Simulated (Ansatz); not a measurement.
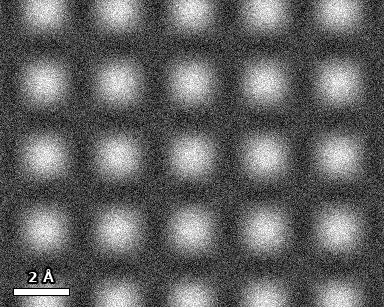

HRTEM-like image of Ti (Pm-3m, No. 221). Simulated in the weak-phase-object approximation with neutral-atom potentials: 80 kV, Cs = −40 µm, defocus +155 Å (negative is underfocus), defocus spread 15 Å, aperture 0.65 1/Å. Shot noise was added. Atomic positions: the input geometry of an electronic-structure calculation (not necessarily at equilibrium); the starting structure was generated, so it need not be a known form of this composition.

Space group Pm-3m (No. 221). a = 2.678 Å, b = 2.678 Å, c = 2.678 Å, α = 90.00°, β = 90.00°, γ = 90.00°
```tsv
atom	site	symmetry	x	y	z
Ti	1a	m-3m	0.0000	0.0000	0.0000
```

Which beam direction gives this image, [001], [211], [221] or [110]? (Directions equivalent by symmetry count as one.)

[001]. The projected cells are 2.68 × 2.68 Å, 90° for [001]; 1.55 × 1.89 Å, 90° for [211]; 1.26 × 2.00 Å, 108° for [221]; 1.89 × 2.68 Å, 90° for [110], and the image repeats as the [001] one does.
